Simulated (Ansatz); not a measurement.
Si$_{3}$N$_{4}$

```xyz
28
Lattice="6.6504 0.0000 0.0000 0.0000 6.6504 0.0000 0.0000 0.0000 6.6504" Properties=species:S:1:pos:R:3 pbc="T T T"
Si    5.8191    0.0000    1.6626
Si    2.4939    3.3252    4.9878
Si    1.6626    5.8191    0.0000
Si    4.9878    2.4939    3.3252
Si    0.8313    3.3252    1.6626
Si    4.1565    0.0000    4.9878
Si    1.6626    0.8313    3.3252
Si    4.9878    4.1565    0.0000
Si    0.0000    1.6626    5.8191
Si    3.3252    4.9878    2.4939
Si    3.3252    1.6626    0.8313
Si    0.0000    4.9878    4.1565
N     1.8888    1.8888    1.8888
N     5.2140    5.2140    5.2140
N     0.2262    6.4241    3.0989
N     3.5514    3.0989    6.4241
N     4.7615    1.4363    1.8888
N     1.4363    4.7615    5.2140
N     3.0989    0.2262    6.4241
N     6.4241    3.5514    3.0989
N     1.8888    4.7615    1.4363
N     5.2140    1.4363    4.7615
N     0.2262    0.2262    0.2262
N     3.5514    3.5514    3.5514
N     1.4363    1.8888    4.7615
N     4.7615    5.2140    1.4363
N     6.4241    3.0989    0.2262
N     3.0989    6.4241    3.5514
```

Space group I-43d; changed on purpose from its base cell (volume × 1.10, shape and atoms relaxed); computed pressure about −22 GPa in this cell.

Computed with Ansatz, DFT r2SCAN, scalar-relativistic, plane waves, PAW.

In a PAW calculation such maps are meaningful between the atoms, not at the nuclei.

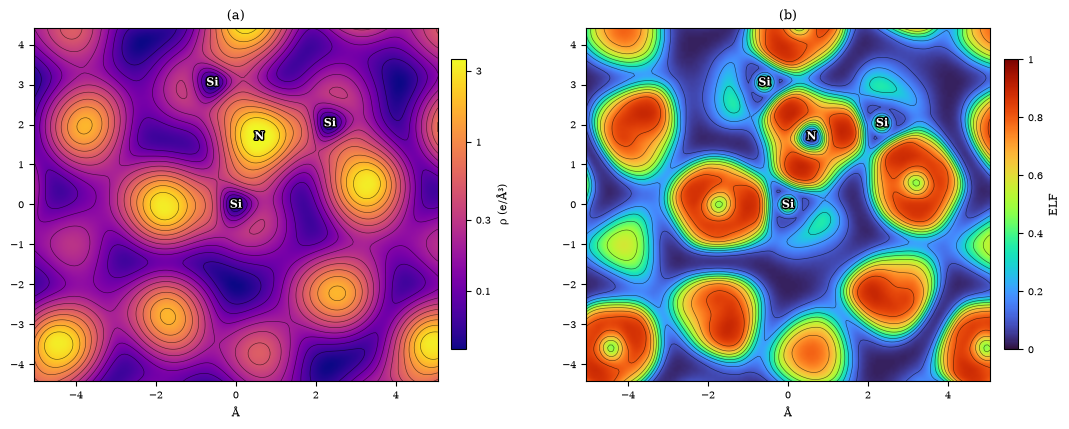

Figure 1. (a) valence charge density (pseudo); (b) ELF on the (111) plane of the conventional cell.

> Describe what can be read from this map.

The section cuts through Si and N sites.
Atoms just off the plane (N, 0.3 Å away) can leave unmarked features too.
Si–N (1.80 Å): ρ is about 0.99 e/Å³ halfway; the ELF peaks at about 0.90 between the atoms; a shared but strongly polarised pair.
Between the atoms the lowest density in this plane is 0.04 e/Å³.

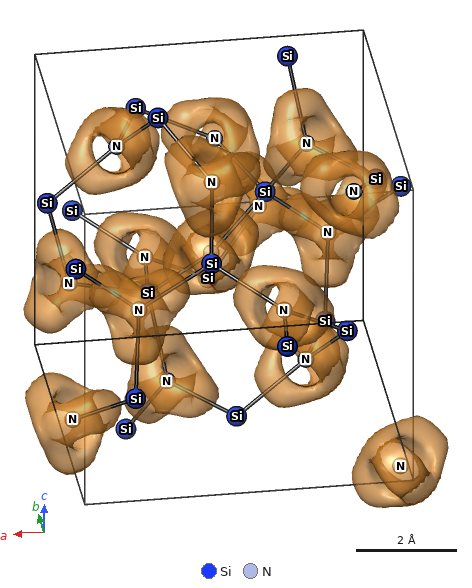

Figure 2. Isosurface of the ELF at 0.8 (orange), seen at an oblique angle. Core shells and regions of very low density are left out. Sticks mark near contacts.

> Describe the localisation domains.

The ELF exceeds this value in 16 regions on N in which the atom's valence shell and bonds are merged, counted in one cell of 28 atoms. Any copies at cell faces, edges or corners count once.

> Metal or insulator at this level of theory?

It is gapped, with a Kohn–Sham gap of 4.3 eV on the k-point mesh, an upper bound to the gap of this method.
